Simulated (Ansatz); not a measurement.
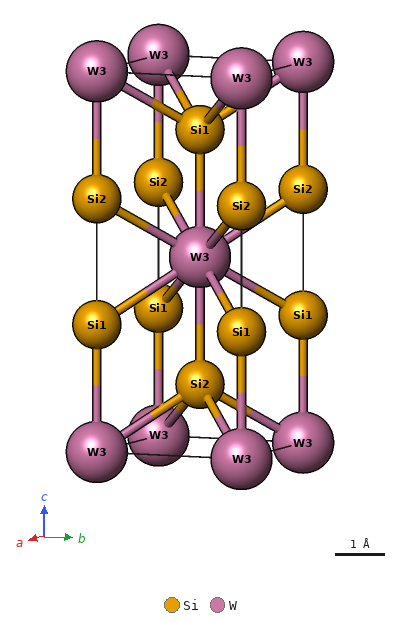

**Figure 1.** The structure as given in the input (ball-and-stick view of the cell 2 times as large as that of the calculation, set on its symmetry axes, seen slightly off an axis; atoms are numbered from 1 in the order of the input).

**WSi2: single-point calculation**

WSi2 (I4/mmm, 3 atoms in the cell), computed with DFT, PBE, plane waves, PAW, no spin polarisation (Ansatz 0.2.0).

The structure derives from an entry of the Crystallography Open Database. Some settings of this run were made unusual or wrong on purpose. Figures and captions count atoms from 1; the log counts them from 0 in places.

Input file:
```yaml
crystal:
  lattice:
    - [-1.6145179884, 1.6145179884, 3.9336866502]
    - [1.6145179884, -1.6145179884, 3.9336866502]
    - [1.6145179884, 1.6145179884, -3.9336866502]
  atoms:
    - { symbol: Si, position: [0.334567408, 0.334567408, 0.0] }
    - { symbol: Si, position: [0.665432592, 0.665432592, 0.0] }
    - { symbol: W, position: [0.0, 0.0, 0.0] }
basis:
  ecutwfc: 420
kpoints:
  mp_grid: { grid: [18, 18, 18] }
hamiltonian:
  xc: pbe
scf:
  occupations: { method: gaussian, width: 0.1 }
  convergence: { dr2_threshold: 1.0e-14 }
  max_iter: 50
output:
  forces: true
  eigenvalues: true
  stress: true
```

Hardware: 2 threads of AMD EPYC (Zen 5), 176 GiB of memory available, shared host.

Launched with:
```bash
ansatz run input.yaml --threads 2 --pin off --max-ram 4096MiB --backend cpu --events-out ev --progress --plain --runs-dir out
```

The program's output:
```
Engine: ansatz 0.2.0, x86_64-unknown-linux-gnu
Pseudopotentials: kind: paw
Pseudopotential: Si, paw, valence charge 4, recommended cutoff 420 eV (normal), Si.paw.azcp
Pseudopotential: W, paw, valence charge 14, recommended cutoff 420 eV (normal), W.paw.azcp
Functional definition: PBE
  parameter kappa = 0.804
  parameter beta = 0.06672455060314922
  exchange = pbe_x(kappa = kappa, mu = beta*pi^2/3)
  correlation = pbe_c(beta = beta)
Crystal: 3 atoms, lattice volume = 41.015 Å³
Basis set: ecut = 420 eV, 793 PW (Γ), exchange–correlation on 64×64×64 points (8 copies of the dense FFT grid, shifted against one another)
Bands: 15, of which v1, the nominal top of the filled ones, is band 11 counted from 1 (10 counted from 0)
Symmetry: 16 space group operations
Space group: I4/mmm (ITA 139), of the structure as read, at distance tolerance 3.4e-5 Å
k-points: 480 of 5832
Non-local potential: Si, projectors of the file, l = 0: 2, l = 1: 2, l = 2: 2
Non-local potential: W, projectors of the file, l = 0: 3, l = 1: 2, l = 2: 2, l = 3: 1
PAW form: soft (Blöchl's): semilocal exchange-correlation on the pseudo side does not see the compensation charge
PAW one-centre angular grid: Si, 110 points (default); XC on 64 Gauss nodes
PAW one-centre angular grid: W, 590 points (default); XC on 64 Gauss nodes
Initial density: superposition of atomic densities (neutral atoms: chi_scale 0, normalization atom), corrected by the library's trained network
Initial wavefunctions: pseudopotential atomic-orbital guess
Functional: x = pbe(κ = 0.804, μ = 0.2195149727645171), c = pbe(β = 0.06672455060314922)
SCF iter   1: F=—  HF=-11657.461250 eV  |F-HF|=—  |Δ(HF+E_count)|=         —  Δρ=3.37e-3  dr2=1.85e-3  ethr=1.77e-3  ⟨swp⟩=5.0  Hψ=41507  notcnv=0
preconditioner: auto → Kerker (q_TF=auto, 2.459 Å⁻¹)  [metal: Δε(μ)=0.056 eV  Ē_g=8.024 eV  σ=0.100 eV  W_gap=0.31  n_scr=10 (ndim 8)  ℏωp=21.7 eV  f_vac=0.000  D(μ)=0.18/eV (n_scr^D=0)]
SCF iter   2: F=—  HF=-11657.461626 eV  |F-HF|=—  |Δ(HF+E_count)|=   3.77e-4  Δρ=1.93e-3  dr2=7.18e-4  ethr=8.42e-6  ⟨swp⟩=1.1  Hψ=11098  notcnv=0
SCF iter   3: F=—  HF=-11657.461767 eV  |F-HF|=—  |Δ(HF+E_count)|=   1.41e-4  Δρ=2.02e-4  dr2=2.19e-5  ethr=3.26e-6  ⟨swp⟩=2.5  Hψ=10402  notcnv=0
SCF iter   4: F=—  HF=-11657.461768 eV  |F-HF|=—  |Δ(HF+E_count)|=   1.00e-6  Δρ=8.39e-5  dr2=1.96e-6  ethr=9.94e-8  ⟨swp⟩=2.5  Hψ=10026  notcnv=0
SCF iter   5: F=—  HF=-11657.461769 eV  |F-HF|=—  |Δ(HF+E_count)|=   8.89e-7  Δρ=1.36e-5  dr2=1.14e-7  ethr=8.90e-9  ⟨swp⟩=2.0  Hψ=10090  notcnv=0
SCF iter   6: F=—  HF=-11657.461769 eV  |F-HF|=—  |Δ(HF+E_count)|=   1.33e-8  Δρ=2.54e-6  dr2=2.71e-9  ethr=5.19e-10  ⟨swp⟩=2.4  Hψ=9698  notcnv=0
SCF iter   7: F=—  HF=-11657.461769 eV  |F-HF|=—  |Δ(HF+E_count)|=  3.27e-11  Δρ=2.70e-7  dr2=1.61e-11  ethr=1.23e-11  ⟨swp⟩=2.4  Hψ=10019  notcnv=0
SCF iter   8: F=—  HF=-11657.461769 eV  |F-HF|=—  |Δ(HF+E_count)|=  3.64e-12  Δρ=2.89e-8  dr2=2.30e-13  ethr=7.34e-14 (applied; sched 1.00e-12)  ⟨swp⟩=2.2  Hψ=10326  notcnv=0  defer=1
SCF iter   9: F=—  HF=-11657.461769 eV  |F-HF|=—  |Δ(HF+E_count)|=    0.00e0  Δρ=6.04e-9  dr2=2.42e-14  ethr=1.00e-12  ⟨swp⟩=4.2  Hψ=23096  notcnv=0
SCF iter  10: F=-11657.461769 eV  HF=-11657.461769 eV  |F-HF|=7.28e-12  |Δ(HF+E_count)|=  3.64e-12  Δρ=6.74e-10  dr2=1.83e-16  ethr=1.00e-12  ⟨swp⟩=4.0  Hψ=19484  notcnv=0
SCF 1 converged in 10 iterations: F = -11657.461769 eV  dr2 = 1.83e-16
  greatest PAW one-centre occupation: 1.000 electrons in one spin orbital (limit 2), on the W atom at site 2 (counted from 0), in its partial waves of l = 0
```

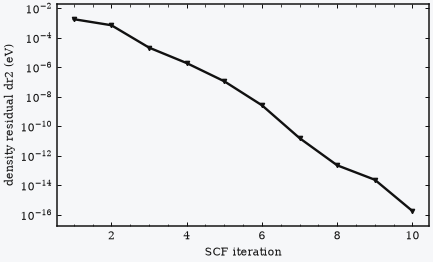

**Figure 2.** Convergence of the self-consistent field: density residual dr2 against the SCF iteration. The residual falls at every step.

```
SCF converged after 10 iterations
Free energy (F): -11657.461769 eV
Harris-Foulkes:  -11657.461769 eV  (|F-HF|=7.28e-12)
Internal energy: -11657.460867 eV  (E = F + TS)
E sigma→0 (E₀):  -11657.461318 eV
Entropy (-TS):   -0.000902 eV (-0.301 meV/atom)
Fermi energy:    16.478551 eV
--- Per-component energies (eV) ---
  E_band       = -85.626974
  E_kinetic    = 540.145705
  E_local      = -955.984905  (includes V_loc(G=0)·N_el)
  E_nonlocal   = 50.493091
  E_hartree    = 374.142788
  E_xc         = -381.516999
  E_vxc        = -338.053106  (∫ρ·V_xc dr)
  E_paw        = -9588.250365  (= ΣΔE_a)
  E_vpaw       = -130.513264  (= ΣTr[D̂ρ^β])
  E_aug_tail   = -0.000070  (compensation charges beyond the density's cutoff)
  E_ewald      = -1696.490113
  E_smearing   = -0.000902  (= −TS)
  E_closure    = 0.000000  (closes the sum)
  Σ components = -11657.461769   (vs F -11657.461769, Δ=0.00e0)
--- Forces (eV/Å), atoms counted from 1 ---
  atom   1  Si     0.00000000    -0.00000000     0.00001472
  atom   2  Si    -0.00000000    -0.00000000    -0.00001472
  atom   3  W      0.00000000     0.00000000    -0.00000000
  max |Σ_I F_I| component: 8.33e-17 eV/Å
--- Stress (GPa, compression-positive) ---
        0.006281       0.000000       0.000000
        0.000000       0.006281       0.000000
        0.000000       0.000000       0.000557
  P = ⅓ Tr σ = 0.0044 GPa (0.044 kbar)
--- Band table (eV; the first three rows and the last of 480) ---
  k-point 0: bands = ["-57.3339", "-21.6229", "-21.6045", "-21.6045", "2.5197", "9.7188", "12.7216", "13.2245", "13.6700", "13.6700", "17.0797", "19.1340", "19.4582", "19.5172", "19.5172"]
  k-point 1: bands = ["-57.3335", "-21.6218", "-21.6106", "-21.6099", "2.6186", "9.8091", "12.3824", "13.2448", "13.4138", "14.0266", "16.5744", "18.9845", "19.5912", "19.6104", "19.7542"]
  k-point 2: bands = ["-57.3322", "-21.6278", "-21.6252", "-21.6184", "2.9113", "10.0647", "11.8705", "12.8008", "13.3100", "14.5259", "15.4805", "18.7804", "19.7852", "19.8131", "20.3364"]
  k-point 479: bands = ["-57.3337", "-21.6388", "-21.6057", "-21.6057", "4.7529", "5.5490", "12.7165", "13.9352", "15.6345", "15.6345", "15.9844", "15.9844", "17.2521", "20.9196", "21.1993"]
```

Outcome:

| quantity | value |
| --- | --- |
| outcome | converged |
| space group (tolerance 0.01 Å) | I4/mmm (139) |
| electrons treated | 22 |
| free energy | −11657.4618 eV |
| Fermi energy | 16.479 eV |
| gap on the k-point mesh | none (metallic) |
| pressure | 0.00 GPa |
| largest force (length of the vector) | under 0.001 eV/Å |
| wall time | 3.9 s (CPU time 7.6 s) |
| peak memory | 0.57 GiB |

Remarks:

This input holds a deliberate fault: an extremely tight threshold (`scf.convergence.dr2_threshold`). The threshold was met all the same, at the cost of more iterations.
